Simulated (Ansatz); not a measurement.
**Ti: 7 runs along one coordinate**

System: Ti (1 atom in the cell).
Method: DFT, LDA (PW92), plane waves (420 eV) with PAW, scalar-relativistic, no spin polarisation (Ansatz 0.2.0).

The 7 runs differ only in the geometry, by an even scaling of the cell at fixed fractional positions.

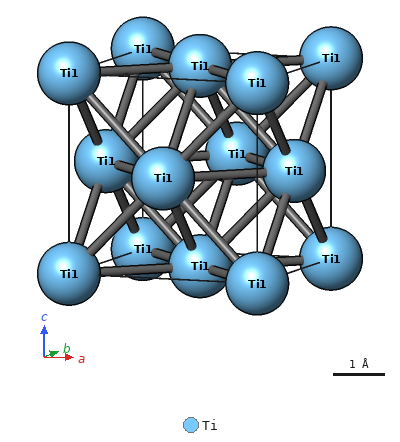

Figure 1. The structure of run 4 (ball-and-stick view of the cell 4 times as large as that of the calculation, set on its symmetry axes, seen slightly off an axis; atoms are numbered from 1 in the order of the input).

**Input of run 4**
```yaml
crystal:
  lattice:
    - [0.0, 2.0024352018, 2.0024352018]
    - [2.0024352018, 0.0, 2.0024352018]
    - [2.0024352018, 2.0024352018, 0.0]
  atoms:
    - { symbol: Ti, position: [0.0, 0.0, 0.0] }
hamiltonian:
  xc: lda
  pseudopotentials:
    kind: paw
    azcp:
      Ti: "pseudopotentials/Ti.paw.azcp"
basis:
  ecutwfc: 420
  fft_grid_basis: typed
kpoints:
  mp_grid: { grid: [15, 15, 15], shift: [0, 0, 0] }
magnetization:
  spin_polarized: false
scf:
  occupations: { method: fermi_dirac, width: 0.1 }
  lower_state_search: "off"
output:
  stress: true
```

Run 6 differs from it as follows:
```diff
-    - [0.0, 2.0024352018, 2.0024352018]
-    - [2.0024352018, 0.0, 2.0024352018]
-    - [2.0024352018, 2.0024352018, 0.0]
+    - [0.0, 2.0544696179, 2.0544696179]
+    - [2.0544696179, 0.0, 2.0544696179]
+    - [2.0544696179, 2.0544696179, 0.0]
```

**Results, with one run withheld**

| run | volume per atom (Å³) | free energy per atom, from the lowest run given (meV) | pressure (GPa) |
| --- | --- | --- | --- |
| 1 | 14.131 | 104.95 | 19.09 |
| 2 | 14.774 | 43.87 | 11.60 |
| 3 | 15.416 | 10.34 | 5.30 |
| 4 | 16.059 | 0.00 | 0.01 |
| 5 | 16.701 | 9.14 | −4.44 |
| 6 | 17.343 | ? | ? |
| 7 | 17.986 | 73.86 | −11.30 |

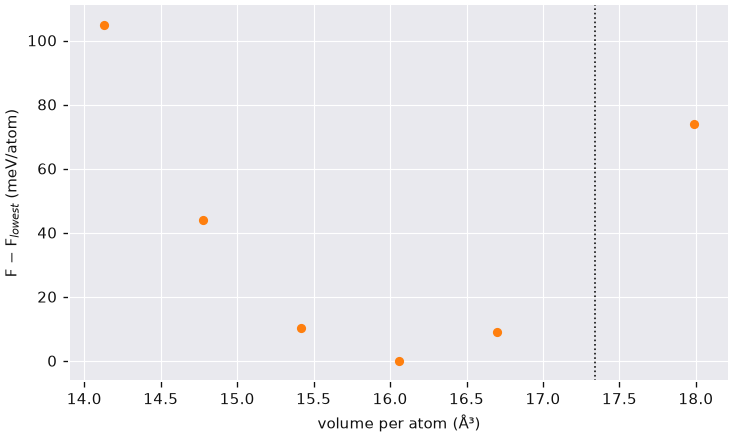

Figure 2. Free energy per atom of the runs given; the dotted line marks run 6.

What should run 6 give?

A cubic polynomial in V^(−2/3) (the Birch–Murnaghan form), fitted to the 6 runs given, misses them by at most 0.03 meV per atom. With x = V^(−2/3) − 0.15907 Å⁻², it reads F = 2.1625 + 2170.4 x + 5.4551e+05 x² − 1.1904e+06 x³ (meV per atom). At run 6 it gives 34.57 meV per atom, and the run itself gives 34.65. The slope of the fit gives a pressure −dF/dV of −8.17 GPa there, and the run prints −8.17 GPa. The fit has its minimum at 16.061 Å³ per atom, where V d²F/dV² gives 121 GPa: the bulk modulus at this level, since symmetry fixes the shape and the positions.

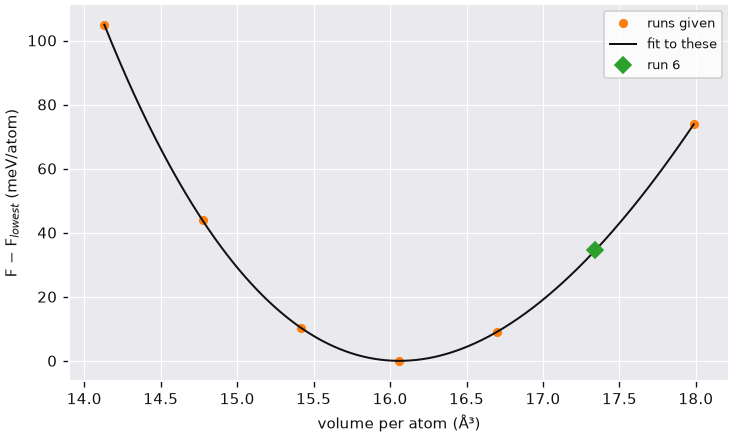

Figure 3. The fit and the withheld run.

**Output, shortened to warnings, some set-up lines, iterations and results (run 6)**
```
Warning: [file] the record states the generating functional pbe (its physics header spells it `PBE`), which answers neither for hamiltonian.xc's functional nor for the lda family's — results may be inconsistent (PPs are generated against a specific XC)
Basis set: ecut = 420 eV, 331 PW (Γ)
Symmetry: 48 space group operations
k-points: 120 of 3375
Initial density: superposition of atomic densities (neutral atoms: chi_scale 0, normalization atom), corrected by the library's trained network
[...]
SCF iter   1: F=—  HF=-2450.242102 eV  |F-HF|=—  |Δ(HF+E_count)|=         —  Δρ=5.72e-3  dr2=2.10e-3  ethr=1.77e-3  ⟨swp⟩=4.5  Hψ=6417  notcnv=0
SCF iter   2: F=—  HF=-2450.241788 eV  |F-HF|=—  |Δ(HF+E_count)|=   3.14e-4  Δρ=2.40e-3  dr2=4.14e-4  ethr=1.75e-5  ⟨swp⟩=1.5  Hψ=2410  notcnv=0
SCF iter   3: F=—  HF=-2450.241864 eV  |F-HF|=—  |Δ(HF+E_count)|=   7.67e-5  Δρ=1.04e-3  dr2=1.12e-4  ethr=3.45e-6  ⟨swp⟩=2.0  Hψ=1423  notcnv=0
SCF iter   4: F=—  HF=-2450.241836 eV  |F-HF|=—  |Δ(HF+E_count)|=   2.84e-5  Δρ=6.04e-5  dr2=1.91e-7  ethr=9.32e-7  ⟨swp⟩=2.9  Hψ=2078  notcnv=0
SCF iter   5: F=—  HF=-2450.241841 eV  |F-HF|=—  |Δ(HF+E_count)|=   4.99e-6  Δρ=1.20e-5  dr2=2.64e-8  ethr=1.59e-9  ⟨swp⟩=2.0  Hψ=1936  notcnv=0
SCF iter   6: F=-2450.241841 eV  HF=-2450.241841 eV  |F-HF|=7.46e-11  |Δ(HF+E_count)|=   8.34e-9  Δρ=1.15e-6  dr2=1.31e-10  ethr=2.20e-10  ⟨swp⟩=2.0  Hψ=3738  notcnv=0
SCF 1 converged in 6 iterations: F = -2450.241841 eV  dr2 = 1.31e-10
SCF converged after 6 iterations
Free energy (F): -2450.241841 eV
Harris-Foulkes:  -2450.241841 eV  (|F-HF|=7.46e-11)
Internal energy: -2450.184489 eV  (E = F + TS)
E sigma→0 (E₀):  -2450.213165 eV
Entropy (-TS):   -0.057352 eV (-57.352 meV/atom)
Fermi energy:    12.979814 eV
--- Per-component energies (eV) ---
  E_band       = -157.718506
  E_kinetic    = 272.255458
  E_local      = -816.177791  (includes V_loc(G=0)·N_el)
  E_nonlocal   = 12.179777
  E_hartree    = 333.533394
  E_xc         = -96.435871
  E_vxc        = -121.344827  (∫ρ·V_xc dr)
  E_paw        = -999.005366  (= ΣΔE_a)
  E_vpaw       = -171.698367  (= ΣTr[D̂ρ^β])
  E_aug_tail   = 0.000087  (compensation charges beyond the density's cutoff)
  E_ewald      = -1156.860127
  E_core_change = 0.325950  (= ΣΔE_core)
  E_smearing   = -0.057352  (= −TS)
  E_closure    = 0.000000  (closes the sum)
  Σ components = -2450.241841   (vs F -2450.241841, Δ=0.00e0)
--- Stress (GPa, compression-positive) ---
       -8.173552       0.000000      -0.000000
        0.000000      -8.173552      -0.000000
       -0.000000      -0.000000      -8.173552
  P = ⅓ Tr σ = -8.1736 GPa (-81.736 kbar)
```

Warnings of the run: the PAW datasets were made with another functional.
